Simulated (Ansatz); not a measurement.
The calculation's input:

```
crystal:
  lattice:
    - [1.5616395822, 1.5616395822, 3.5762512557]
    - [1.5616395822, 3.5762512557, 1.5616395822]
    - [3.5762512557, 1.5616395822, 1.5616395822]
  atoms:
    - { symbol: Co, position: [0.0, 0.0, 0.0] }
    - { symbol: Ti, position: [0.5, 0.5, 0.5] }
basis:
  ecutwfc: 500
kpoints:
  mp_grid: { grid: [18, 18, 18] }
hamiltonian:
  xc: r2scan
scf:
  occupations: { method: gaussian, width: 0.1 }
  lower_state_search: "off"
output:
  forces: true
  stress: true
  eigenvalues: true
  write_density: true
  write_potential: true
  elf: true
  volumetric_format: npy
relax:
  adjacent_minimum: "off"
  f_tol: 0.01
  max_steps: 60
  cell: { stress_tol: 0.05 }
```

Run with:

```sh
ansatz run input.yaml --threads 1 --pin off --max-ram 2560MiB --backend cpu --events-out ev --progress --plain --runs-dir out
```

Below, planes, directions and counts refer to the conventional cell (a = 2.86 Å, b = 2.86 Å, c = 11.22 Å, α = 90.00°, β = 90.00°, γ = 120.00°).

The fields are those of the run's last geometry, not of the input's.

Space group R-3m; started from the CuPt (L1_1) prototype, which need not be the ambient phase; computed without spin polarisation.

Theory: DFT r2SCAN, scalar-relativistic, plane waves, PAW (Ansatz 0.2.0).

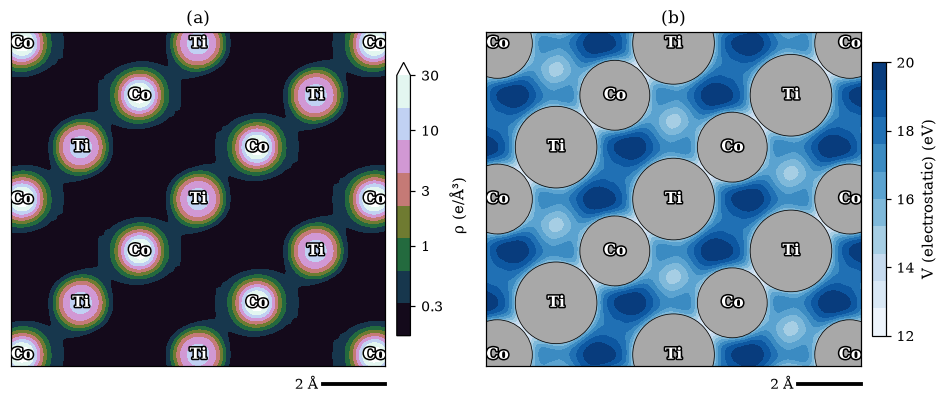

TiCo. (a) valence electron density; (b) electrostatic potential energy of an electron on the (110) plane of the conventional cell. Grey discs cover the atomic cores in the potential map.

The density is the valence pseudo-density of a PAW calculation; it isn't the true density close to the nuclei.

Read the bonding off the picture.

The plane passes through Co and Ti nuclei.
Ti–Co (2.50 Å): the density is about 0.33 e/Å³ at the midpoint.
Between the atoms the lowest density in this plane is 0.17 e/Å³.
Outside the cores the potential energy rises away from the atoms and is highest about 1.7 Å from the nearest atoms; its zero is arbitrary.
